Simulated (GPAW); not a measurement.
## Does VZn15S16 (ZnS32 V1) carry moments in GPAW?

Aim: find out whether VZn15S16 (ZnS32 V1) carries moments when they start parallel, and what they gain.

Method: PBE; plane waves with GPAW's PAW setups, scalar-relativistic, in GPAW 26.7.0.

### Step 1. The structure

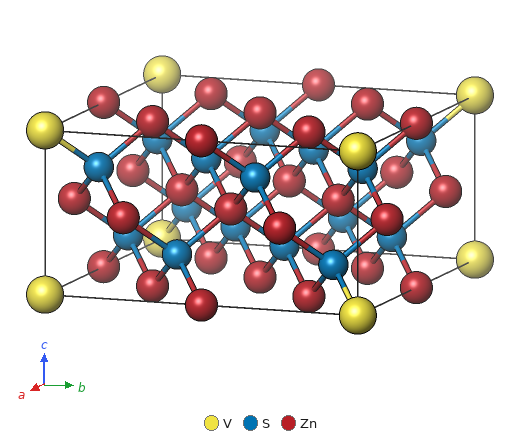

Start, viewed slightly off an axis; vanadium yellow, sulfur blue, zinc red. Bonds to atoms that aren't drawn are left out. Some periodic images of atoms are drawn too.

The cell is a made-up one and need not be a known phase.

### Step 2. Order 1, typed as ferro +

Parallel moments need no larger cell; this start tests for a ferromagnetic state only.

order1.py reads:

```python
import json
import numpy as np
from ase import Atoms
from ase.parallel import paropen, parprint
from gpaw import GPAW

atoms = Atoms(['V', 'S', 'Zn', 'S', 'Zn', 'S', 'Zn', 'S', 'Zn', 'S', 'Zn', 'S', 'Zn', 'S', 'Zn', 'S', 'Zn', 'S', 'Zn', 'S', 'Zn', 'S', 'Zn', 'S', 'Zn', 'S', 'Zn', 'S', 'Zn', 'S', 'Zn', 'S'],
    cell=[[10.818, 0.0, 0.0],
         [0.0, 10.818, 0.0],
         [0.0, 0.0, 5.409]],
    scaled_positions=[[0.0, 0.0, 0.0],
         [0.125, 0.125, 0.25],
         [0.0, 0.25, 0.5],
         [0.125, 0.375, 0.75],
         [0.25, 0.0, 0.5],
         [0.375, 0.125, 0.75],
         [0.25, 0.25, 0.0],
         [0.375, 0.375, 0.25],
         [0.0, 0.5, 0.0],
         [0.125, 0.625, 0.25],
         [0.0, 0.75, 0.5],
         [0.125, 0.875, 0.75],
         [0.25, 0.5, 0.5],
         [0.375, 0.625, 0.75],
         [0.25, 0.75, 0.0],
         [0.375, 0.875, 0.25],
         [0.5, 0.0, 0.0],
         [0.625, 0.125, 0.25],
         [0.5, 0.25, 0.5],
         [0.625, 0.375, 0.75],
         [0.75, 0.0, 0.5],
         [0.875, 0.125, 0.75],
         [0.75, 0.25, 0.0],
         [0.875, 0.375, 0.25],
         [0.5, 0.5, 0.0],
         [0.625, 0.625, 0.25],
         [0.5, 0.75, 0.5],
         [0.625, 0.875, 0.75],
         [0.75, 0.5, 0.5],
         [0.875, 0.625, 0.75],
         [0.75, 0.75, 0.0],
         [0.875, 0.875, 0.25]],
    pbc=True,
    magmoms=[2.0, 0.0, 0.0, 0.0, 0.0, 0.0, 0.0, 0.0, 0.0, 0.0, 0.0, 0.0, 0.0, 0.0, 0.0, 0.0, 0.0, 0.0, 0.0, 0.0, 0.0, 0.0, 0.0, 0.0, 0.0, 0.0, 0.0, 0.0, 0.0, 0.0, 0.0, 0.0])
atoms.calc = GPAW(mode={'name': 'pw', 'ecut': 450},
    xc='PBE',
    kpts={'size': (3, 3, 5), 'gamma': True},
    occupations={'name': 'fermi-dirac', 'width': 0.05},
    convergence={'density': 1e-05, 'energy': 1e-05},
    maxiter=200,
    mixer={'name': 'pulay', 'beta': 0.05, 'nmaxold': 6, 'weight': 50},
    symmetry={'tolerance': 1e-4},
    txt='order1.txt')
e = atoms.get_potential_energy(force_consistent=True)
res = {'free_energy': e, 'energy_sigma0': atoms.get_potential_energy(), 'fermi_energy': atoms.calc.get_fermi_level()}
res['moments'] = atoms.get_magnetic_moments().tolist()
res['total'] = atoms.get_magnetic_moment()
parprint('site moments (muB):', np.round(res['moments'], 3))
parprint(f"total moment: {res['total']:.3f} muB")
parprint(f'free energy: {e:.6f} eV')
atoms.calc.write('order1.gpw')
with paropen('results.json', 'w') as f:
    json.dump(res, f)
```

Launch:

```sh
OMP_NUM_THREADS=1 mpirun -n 4 gpaw python order1.py > order1.log
```

Numbers of over 12 decimals in the logs are rounded to 6 here.

The log of the run:

```text
site moments (muB): [ 2.248e+00 -1.600e-02  1.900e-02  3.000e-03  1.900e-02  3.000e-03
  1.000e-02  2.000e-03  3.000e-03  3.000e-03  1.900e-02 -1.600e-02
  1.000e-03  2.000e-03  1.000e-02  3.000e-03  3.000e-03  3.000e-03
  1.000e-03  2.000e-03  1.900e-02 -1.600e-02  1.000e-02  3.000e-03
  2.000e-03  2.000e-03  1.000e-03  3.000e-03  1.000e-03  3.000e-03
  1.000e-02 -1.600e-02]
total moment: 2.993 muB
free energy: -116.429682 eV

--- order1.txt ---
Input parameters:
  mode=PW(ecut=450),
  convergence={'density': 1e-05, 'energy': 1e-05},
  kpts=MonkhorstPack(size=(3, 3, 5), gamma=True),
  maxiter=200,
  mixer=Pulay(name='pulay', nmaxold=6, beta=0.05, weight=50, sigma=0.015, g_ss=None),
  occupations=Occupations(name='fermi-dirac', width=0.05),
  symmetry=Symmetry(tolerance=0.0001),
  xc=XC(name='PBE')

Diagonalizing LCAO Hamiltonian
Converting LCAO to pw mode
        .--------------------------.
       /|                          |
      / |                          |
     /  | S             S          |
    /   |       S            S     |
   /  Zn|           Zn             |
  /    S|        S   S         S   |
 *      .--Zn------------Zn--------.
 |     / S  S         S  S        /
 | Zn /      Zn Zn         Zn    /
 |   /        S            S    /
 |  /S  Zn        ZS Zn        /
 | /     Zn            Zn     /
 |/                          /
 V-------------Zn-----------*

Atoms  # Å, Bohr magnetons
|    | symbol |        x |        y |        z |    initial magnetic moments |
|----|--------|----------|----------|----------|-----------------------------|
|  0 |      V | 0.000000 | 0.000000 | 0.000000 | ( 0.0000,  0.0000,  2.0000) |
|  1 |      S | 1.352250 | 1.352250 | 1.352250 | ( 0.0000,  0.0000,  0.0000) |
|  2 |     Zn | 0.000000 | 2.704500 | 2.704500 | ( 0.0000,  0.0000,  0.0000) |
|  3 |      S | 1.352250 | 4.056750 | 4.056750 | ( 0.0000,  0.0000,  0.0000) |
|  4 |     Zn | 2.704500 | 0.000000 | 2.704500 | ( 0.0000,  0.0000,  0.0000) |
|  5 |      S | 4.056750 | 1.352250 | 4.056750 | ( 0.0000,  0.0000,  0.0000) |
|  6 |     Zn | 2.704500 | 2.704500 | 0.000000 | ( 0.0000,  0.0000,  0.0000) |
|  7 |      S | 4.056750 | 4.056750 | 1.352250 | ( 0.0000,  0.0000,  0.0000) |
|  8 |     Zn | 0.000000 | 5.409000 | 0.000000 | ( 0.0000,  0.0000,  0.0000) |
|  9 |      S | 1.352250 | 6.761250 | 1.352250 | ( 0.0000,  0.0000,  0.0000) |
| 10 |     Zn | 0.000000 | 8.113500 | 2.704500 | ( 0.0000,  0.0000,  0.0000) |
| 11 |      S | 1.352250 | 9.465750 | 4.056750 | ( 0.0000,  0.0000,  0.0000) |
| 12 |     Zn | 2.704500 | 5.409000 | 2.704500 | ( 0.0000,  0.0000,  0.0000) |
| 13 |      S | 4.056750 | 6.761250 | 4.056750 | ( 0.0000,  0.0000,  0.0000) |
| 14 |     Zn | 2.704500 | 8.113500 | 0.000000 | ( 0.0000,  0.0000,  0.0000) |
| 15 |      S | 4.056750 | 9.465750 | 1.352250 | ( 0.0000,  0.0000,  0.0000) |
| 16 |     Zn | 5.409000 | 0.000000 | 0.000000 | ( 0.0000,  0.0000,  0.0000) |
| 17 |      S | 6.761250 | 1.352250 | 1.352250 | ( 0.0000,  0.0000,  0.0000) |
| 18 |     Zn | 5.409000 | 2.704500 | 2.704500 | ( 0.0000,  0.0000,  0.0000) |
| 19 |      S | 6.761250 | 4.056750 | 4.056750 | ( 0.0000,  0.0000,  0.0000) |
| 20 |     Zn | 8.113500 | 0.000000 | 2.704500 | ( 0.0000,  0.0000,  0.0000) |
| 21 |      S | 9.465750 | 1.352250 | 4.056750 | ( 0.0000,  0.0000,  0.0000) |
| 22 |     Zn | 8.113500 | 2.704500 | 0.000000 | ( 0.0000,  0.0000,  0.0000) |
| 23 |      S | 9.465750 | 4.056750 | 1.352250 | ( 0.0000,  0.0000,  0.0000) |
| 24 |     Zn | 5.409000 | 5.409000 | 0.000000 | ( 0.0000,  0.0000,  0.0000) |
| 25 |      S | 6.761250 | 6.761250 | 1.352250 | ( 0.0000,  0.0000,  0.0000) |
| 26 |     Zn | 5.409000 | 8.113500 | 2.704500 | ( 0.0000,  0.0000,  0.0000) |
| 27 |      S | 6.761250 | 9.465750 | 4.056750 | ( 0.0000,  0.0000,  0.0000) |
| 28 |     Zn | 8.113500 | 5.409000 | 2.704500 | ( 0.0000,  0.0000,  0.0000) |
| 29 |      S | 9.465750 | 6.761250 | 4.056750 | ( 0.0000,  0.0000,  0.0000) |
| 30 |     Zn | 8.113500 | 8.113500 | 0.000000 | ( 0.0000,  0.0000,  0.0000) |
| 31 |      S | 9.465750 | 9.465750 | 1.352250 | ( 0.0000,  0.0000,  0.0000) |

Unit cell  # Å
| periodic |         x |         y |        z |   lengths |    angles |
|----------|-----------|-----------|----------|-----------|-----------|
|      yes | 10.818000 |  0.000000 | 0.000000 | 10.818000 | 90.000000 |
|      yes |  0.000000 | 10.818000 | 0.000000 | 10.818000 | 90.000000 |
|      yes |  0.000000 |  0.000000 | 5.409000 |  5.409000 | 90.000000 |

Number of symmetries: 8

BZ-sampling:
  Number of BZ points: 45
  Number of IBZ points: 9

  Monkhorst-Pack size: [3, 3, 5]
  Monkhorst-Pack shift: [0, 0, 0]

K-points  # in reciprocal-cell coordinates
|   |                                coordinates |     weight |
|---|--------------------------------------------|------------|
| 0 | (  0.00000000,   0.00000000,   0.00000000) | 0.02222222 |
| 1 | (  0.00000000,   0.00000000,   0.20000000) | 0.04444444 |
| 2 | (  0.00000000,   0.00000000,   0.40000000) | 0.04444444 |
| 3 | (  0.33333333,   0.00000000,   0.00000000) | 0.08888889 |
| 4 | (  0.33333333,   0.00000000,   0.20000000) | 0.17777778 |
| 5 | (  0.33333333,   0.00000000,   0.40000000) | 0.17777778 |
| 6 | (  0.33333333,   0.33333333,   0.00000000) | 0.08888889 |
| 7 | (  0.33333333,   0.33333333,   0.20000000) | 0.17777778 |
| 8 | (  0.33333333,   0.33333333,   0.40000000) | 0.17777778 |

Plane wave coefficients: 13775
Cutoff: 450.000000 eV

Spin-components: 2 (collinear spins)
Bands:           179
Projectors:      176
Spin-degeneracy: 1
Datatype:        complex128

Parallelization:
  kpt:    4
  domain: 1
  band:   1

Density:
  Valence electrons: 289.0
  Components: 2
  Grid points: [54 54 27]
  Charge: 0.0  # |e|

Potential:
  Grid points: [54 54 27]

species:
  V:
    name:    Vanadium
    Z:       23.0
    valence: 13
    core:    10
    charge:  0.0  # [|e|]
    compensation charges:
      type: gauss
      rc: 0.37  # [Å]
      lmax: 2
    cutoffs:
      filter: 2.14  # [Å]
      core: 0.96  # [Å]
    projectors
    | kind |    occ | energy [eV] | rcut [Å] |
    |------|--------|-------------|----------|
    |   3s |  2.000 |     -70.222 |    1.254 |
    |   4s |  2.000 |      -4.702 |    1.254 |
    |   3p |  6.000 |     -44.043 |    1.281 |
    |   4p |  0.000 |      -1.444 |    1.281 |
    |   3d |  3.000 |      -5.164 |    1.169 |
    |    d |        |      22.047 |    1.169 |

    Using partial waves for V as LCAO basis

  S:
    name:    Sulfur
    Z:       16.0
    valence: 6
    core:    10
    charge:  0.0  # [|e|]
    compensation charges:
      type: gauss
      rc: 0.24  # [Å]
      lmax: 2
    cutoffs:
      filter: 1.77  # [Å]
      core: 1.66  # [Å]
    projectors
    | kind |    occ | energy [eV] | rcut [Å] |
    |------|--------|-------------|----------|
    |   3s |  2.000 |     -17.254 |    0.974 |
    |   3p |  4.000 |      -7.008 |    0.979 |
    |    s |        |       9.957 |    0.974 |
    |    p |        |      20.203 |    0.979 |
    |    d |        |       0.000 |    0.900 |

    Using partial waves for S as LCAO basis

  Zn:
    name:    Zinc
    Z:       30.0
    valence: 12
    core:    18
    charge:  0.0  # [|e|]
    compensation charges:
      type: gauss
      rc: 0.37  # [Å]
      lmax: 2
    cutoffs:
      filter: 2.14  # [Å]
      core: 2.28  # [Å]
    projectors
    | kind |    occ | energy [eV] | rcut [Å] |
    |------|--------|-------------|----------|
    |   4s |  2.000 |      -5.977 |    1.286 |
    |   4p |  0.000 |      -1.117 |    1.270 |
    |   3d | 10.000 |     -10.142 |    1.180 |
    |    s |        |      21.234 |    1.286 |
    |    p |        |      26.095 |    1.270 |
    |    d |        |      17.070 |    1.180 |

    Using partial waves for Zn as LCAO basis

Reference energy: -932462.313717  # eV

eigensolver:
  PPCG
  Converge bands: occupied
  niter=2

density mixing:
  Pulay-Mixer
  Linear mixing parameters: 0.05
  Old densities: 6
  Fourier metric: weight=50, sigma=0.015

occupation numbers:
  Fermi-Dirac:
    width: 0.0500  # eV

poisson solver:
  ecut: 3600.000000  # eV

xc functional:
  name: PBE with 2 nearest neighbor stencil

convergence criteria:
- Maximum integral of absolute [dens]ity change: 1e-05 electrons / valence electron
- Maximum [total energy] change in last 3 cyles: 1e-05 eV / valence electron
- Maximum integral of absolute [eigenst]ate change: 4e-08 eV^2 / valence electron
maximum number of iterations: 200

SCF iterations
|iter     |      energy | eigst |  dens |  magmom |
|---------|-------------|-------|-------|---------|
|iter:   1|       0s | -120.999056 | +1.14 |       |  +2.0004|
|iter:   2|      41s | -120.535675 | +0.40 | -1.15 |  +2.0504|
|iter:   3|      82s | -117.187522 | -0.11 | -1.20 |  +2.2481|
|iter:   4|     122s | -116.911079 | -0.51 | -1.37 |  +2.2959|
|iter:   5|     162s | -116.324703 | -0.34 | -1.41 |  +2.5619|
|iter:   6|     203s | -116.322132 | -1.17 | -1.65 |  +2.6069|
|iter:   7|     243s | -116.394332 | -1.68 | -1.71 |  +2.8350|
|iter:   8|     283s | -116.394757 | -2.16 | -2.07 |  +2.8522|
|iter:   9|     324s | -116.391191 | -1.94 | -2.12 |  +2.9871|
|iter:  10|     365s | -116.391590 | -2.52 | -3.08 |  +2.9831|
|iter:  11|     406s | -116.391578c| -2.97 | -3.12 |  +2.9806|
|iter:  12|     446s | -116.392012c| -3.29 | -3.11 |  +2.9850|
|iter:  13|     487s | -116.392206c| -3.57 | -3.25 |  +2.9877|
|iter:  14|     528s | -116.392444c| -3.82 | -3.33 |  +2.9871|
|iter:  15|     569s | -116.392729c| -3.86 | -3.36 |  +2.9915|
|iter:  16|     611s | -116.392762c| -4.25 | -3.83 |  +2.9914|
|iter:  17|     653s | -116.392783c| -4.66 | -3.86 |  +2.9915|
|iter:  18|     694s | -116.392808c| -4.95 | -3.87 |  +2.9916|
|iter:  19|     735s | -116.392870c| -4.95 | -3.93 |  +2.9927|
|iter:  20|     776s | -116.392877c| -5.31 | -4.19 |  +2.9928|
|iter:  21|     817s | -116.392900c| -5.39 | -4.21 |  +2.9932|
|iter:  22|     857s | -116.392910c| -5.75 | -4.38 |  +2.9933|
|iter:  23|     898s | -116.392927c| -5.80 | -4.48 |  +2.9934|
|iter:  24|     939s | -116.392930c| -6.24 | -4.72 |  +2.9934|
|iter:  25|     979s | -116.392931c| -6.58 | -4.79 |  +2.9933|
|iter:  26|    1020s | -116.392930c| -6.99 | -4.81 |  +2.9933|
|iter:  27|    1060s | -116.392934c| -7.15 | -4.81 |  +2.9932|
|iter:  28|    1092s | -116.392942c| -7.00 | -4.84 |  +2.9933|
|iter:  29|    1133s | -116.392948c| -7.07 | -5.06c|  +2.9933|
|iter:  30|    1153s | -116.392948c| -7.75c| -5.22c|  +2.9933|

Converged in 30 steps
Energy contributions relative to reference atoms: (reference = -932462.313717)

Energy contributions:
  Kinetic:         177.721496
  Coulomb:        -149.989221
  Zero:              0.379109
  External:          0.000000
  Xc:             -144.467598
  Entropy:          -0.073469
  Spinorbit:         0.000000
  ----------------------------
  Free energy:    -116.429682
  Extrapolated:   -116.392948

dipole moment: (-86.996278, -86.996278, -84.428166)  # |e|*Ang

Total magnetic moment: (0.000000, 0.000000, 2.993309)

Local magnetic moments
|        x |        y |         z |
|----------|----------|-----------|
| 0.000000 | 0.000000 |  2.248412 |  # V    0
| 0.000000 | 0.000000 | -0.015500 |  # S    1
| 0.000000 | 0.000000 |  0.019149 |  # Zn   2
| 0.000000 | 0.000000 |  0.002936 |  # S    3
| 0.000000 | 0.000000 |  0.019149 |  # Zn   4
| 0.000000 | 0.000000 |  0.002936 |  # S    5
| 0.000000 | 0.000000 |  0.009694 |  # Zn   6
| 0.000000 | 0.000000 |  0.001521 |  # S    7
| 0.000000 | 0.000000 |  0.002557 |  # Zn   8
| 0.000000 | 0.000000 |  0.002936 |  # S    9
| 0.000000 | 0.000000 |  0.019149 |  # Zn  10
| 0.000000 | 0.000000 | -0.015500 |  # S   11
| 0.000000 | 0.000000 |  0.000718 |  # Zn  12
| 0.000000 | 0.000000 |  0.001521 |  # S   13
| 0.000000 | 0.000000 |  0.009694 |  # Zn  14
| 0.000000 | 0.000000 |  0.002936 |  # S   15
[...]
| 0.000000 | 0.000000 |  0.009694 |  # Zn  22
| 0.000000 | 0.000000 |  0.002936 |  # S   23
| 0.000000 | 0.000000 |  0.001936 |  # Zn  24
| 0.000000 | 0.000000 |  0.001521 |  # S   25
| 0.000000 | 0.000000 |  0.000718 |  # Zn  26
| 0.000000 | 0.000000 |  0.002936 |  # S   27
| 0.000000 | 0.000000 |  0.000718 |  # Zn  28
| 0.000000 | 0.000000 |  0.002936 |  # S   29
| 0.000000 | 0.000000 |  0.009694 |  # Zn  30
| 0.000000 | 0.000000 | -0.015500 |  # S   31

Fermi level: 5.883
Eigenvalues  # (at kpt = [0.000, 0.000, 0.000])
| band index |      eig [eV] | occ [0-1] |      eig [eV] | occ [0-1] |
|------------|---------------|-----------|---------------|-----------|
|          0 |       -59.508 |     1.000 |       -57.199 |     1.000 |
|        ... |               |           |               |           |
|        137 |         2.786 |     1.000 |         2.813 |     1.000 |
|        138 |         2.786 |     1.000 |         2.813 |     1.000 |
|        139 |         2.871 |     1.000 |         2.878 |     1.000 |
|        140 |         3.572 |     1.000 |         3.636 |     1.000 |
|        141 |         3.595 |     1.000 |         3.645 |     1.000 |
|        142 |         3.595 |     1.000 |         3.645 |     1.000 |
|        143 |         4.810 |     1.000 |         5.969 |     0.151 |
|        144 |         4.853 |     1.000 |         6.749 |     0.000 |
|        145 |         5.811 |     0.809 |         6.782 |     0.000 |
|        146 |         5.922 |     0.313 |         6.799 |     0.000 |
|        147 |         5.980 |     0.125 |         6.849 |     0.000 |
|        148 |         5.980 |     0.125 |         6.849 |     0.000 |
|        149 |         7.400 |     0.000 |         7.725 |     0.000 |
|        150 |         7.431 |     0.000 |         7.830 |     0.000 |
|        151 |         7.431 |     0.000 |         7.830 |     0.000 |
|        ... |               |           |               |           |
|        178 |        10.834 |     0.000 |        10.932 |     0.000 |

No gap
No difference between direct/indirect transitions
```

Elapsed: 20 min, on 4 MPI ranks of Arm Neoverse V1, shared host; peak memory 2.8 GiB.

Spin moment in the augmentation sphere by element, in μB:

| element | atoms | mean | spread (r.m.s.) | least | largest |
| --- | --- | --- | --- | --- | --- |
| V | 1 | 2.25 | 0.00 | 2.25 | 2.25 |
| S | 16 | 0.00 | 0.01 | -0.02 | 0.00 |
| Zn | 15 | 0.01 | 0.01 | 0.00 | 0.02 |

The atoms farthest from the mean of their element:

| atom | x, y, z (Å) | spin moment in the augmentation sphere (μB) |
| --- | --- | --- |
| S32 | 9.47, 9.47, 1.35 | -0.02 |
| S2 | 1.35, 1.35, 1.35 | -0.02 |
| S22 | 9.47, 1.35, 4.06 | -0.02 |
| S12 | 1.35, 9.47, 4.06 | -0.02 |
| Zn3 | 0.00, 2.70, 2.70 | 0.02 |
| Zn21 | 8.11, 0.00, 2.70 | 0.02 |
| Zn5 | 2.70, 0.00, 2.70 | 0.02 |
| Zn11 | 0.00, 8.11, 2.70 | 0.02 |

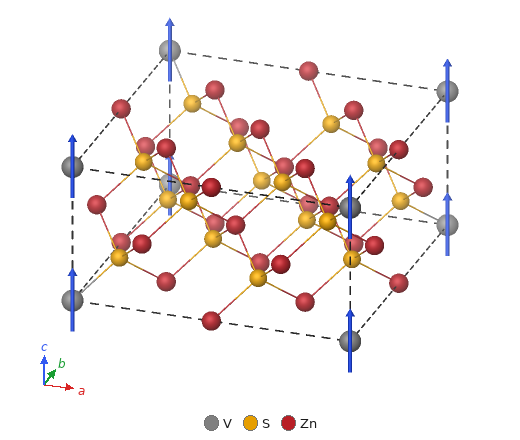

Spin moment in the augmentation sphere as arrows, the longest 2.25 μB. Up and down stand for the sign. Arrows give size and sign along the axis of quantisation, drawn up and down the page. Bonds to atoms that aren't drawn are left out. Some periodic images of atoms are drawn too.

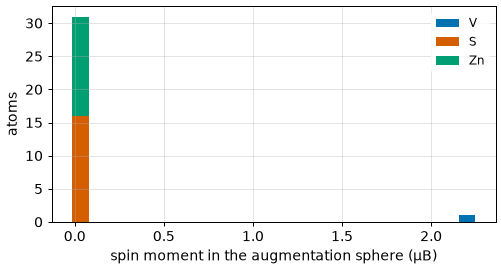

Spin moment in the augmentation sphere as a stacked histogram.

Read from the output:

| Quantity | Value |
| --- | --- |
| magnetization | 2.993 μB |
| final state | ferromagnetic |

After 30 cycles the largest moment stands at 2.25 μB.

(Part 1 of 2 ends here.)

[Logs and program files are shortened in this print: banners, set-up blocks, solver, clock and traceback lines can be left out without a mark of their own.]

[Logs are printed without paths, hosts, clocks, repeated set-up lines and the standing remarks that a program may print on its own settings, such as how far it seeks lower states.]

[Hosts, paths, dates, database ids (printed as entryN), source tags and the programs' standing remarks are cut or masked in the printed files.]

[Where a cell is said to come from a database of computed structures, the database is the Materials Project.]
